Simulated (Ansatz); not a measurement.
Input of the run:

```yaml
crystal:
  lattice:
    - [3.288, 0.0, 0.0]
    - [-1.644, 2.8474915276, 0.0]
    - [0.0, 0.0, 12.9]
  atoms:
    - { symbol: Mo, position: [0.6666666667, 0.3333333333, 0.75] }
    - { symbol: Mo, position: [0.3333333333, 0.6666666667, 0.25] }
    - { symbol: Se, position: [0.6666666667, 0.3333333333, 0.375] }
    - { symbol: Se, position: [0.3333333333, 0.6666666667, 0.875] }
    - { symbol: Se, position: [0.6666666667, 0.3333333333, 0.125] }
    - { symbol: Se, position: [0.3333333333, 0.6666666667, 0.625] }
hamiltonian:
  xc: pbesol
  pseudopotentials: { kind: paw }
kpoints:
  mp_grid: { grid: [9, 9, 2] }
  band_path:
    path:
      - [[0.0, 0.0, 0.0], [0.5, 0.0, 0.0], [0.3333333333, 0.3333333333, 0.0], [0.0, 0.0, 0.0], [0.0, 0.0, 0.5], [0.5, 0.0, 0.5], [0.3333333333, 0.3333333333, 0.5], [0.0, 0.0, 0.5]]
      - [[0.5, 0.0, 0.5], [0.5, 0.0, 0.0]]
      - [[0.3333333333, 0.3333333333, 0.0], [0.3333333333, 0.3333333333, 0.5]]
    npoints: 14
scf:
  occupations: { method: fermi_dirac, width: 0.05 }
  n_extra_bands: 15
output:
  forces: true
  stress: true
  eigenvalues: true
  fatbands: true
```

System: MoSe2, space group P6_3/mmc, 6 atoms in the cell.

Level of theory: PBEsol, Ansatz PAW, no spin polarisation, no spin-orbit coupling, 9×9×2 k mesh, 420 eV cutoff; code Ansatz 0.2.0.

What does the calculation give for the electronic structure? The path is Γ–M–K–Γ–A–L–H–A|L–M|K–H.

The material is gapped. The gap along this path is 0.82 eV and indirect, from the valence-band top at Γ to the conduction-band bottom between K and Γ; the smallest direct gap is 1.38 eV, at K. At K the lowest conduction band lies only 0.06 eV higher. The top valence level at Γ is a single band, not degenerate (spin aside). The top valence band spans 1.5 eV and the lowest conduction band 1.6 eV. The direct gaps are 1.38 eV at K, 2.62 eV at A and 2.41 eV at Γ.

The cell's inner coordinates are idealised or old. Spin-orbit coupling is left out, which matters for Mo and Se. The PAW data sets were made with another functional. LDA, GGA and most meta-GGA functionals understate gaps. The cell is at 3 GPa in this functional.

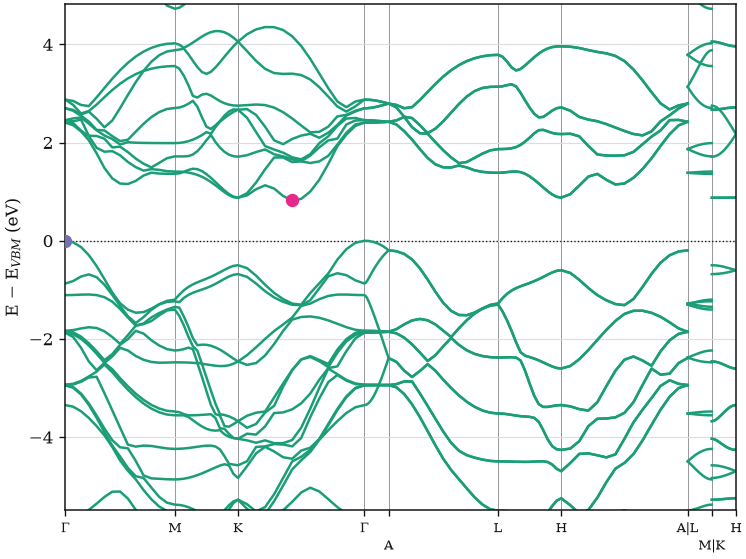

Band structure. Energies are counted from the top of the valence band.
